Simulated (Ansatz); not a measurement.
System: WS2.

```
W S
1.0
     3.18312    0.00000    0.00000
    -1.59156    2.75666    0.00000
     0.00000    0.00000   35.18056
W S
4 8
Direct
  0.33333 0.66667 0.59232
  0.33333 0.66667 0.22340
  0.66667 0.33333 0.77660
  0.66667 0.33333 0.40768
  0.33333 0.66667 0.82115
  0.33333 0.66667 0.45202
  0.66667 0.33333 0.63662
  0.66667 0.33333 0.26774
  0.33333 0.66667 0.73226
  0.33333 0.66667 0.36338
  0.66667 0.33333 0.54798
  0.66667 0.33333 0.17885
```

Space group P-3m1; a structure from a database of computed crystals, not necessarily the ambient phase.

All numbers below come from Kohn-Sham DFT of a periodic cell, PBE, Ansatz PAW (Ansatz).

Q: What can the converged valence pseudo-density and electron localisation function tell about the bonding?

A: W–S (2.42 Å): ρ is about 0.62 e/Å³ halfway; the ELF peaks at about 0.85 in the valence shell of S, 0.8 Å from its nucleus, and is about 0.50 at the midpoint.

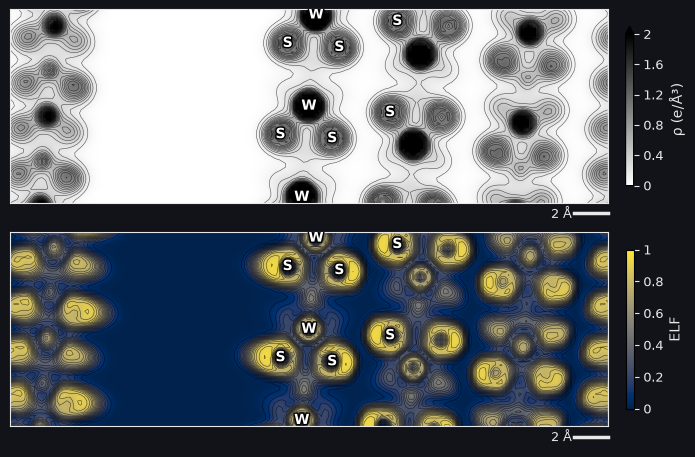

Computed valence pseudo-density and electron localisation function on the (111) plane of the conventional cell, in this order. Atoms just off the plane (W, 0.3 Å away and S, 0.4 Å away) can leave unmarked features too.

The density is the valence pseudo-density of a PAW calculation; it isn't the true density close to the nuclei.
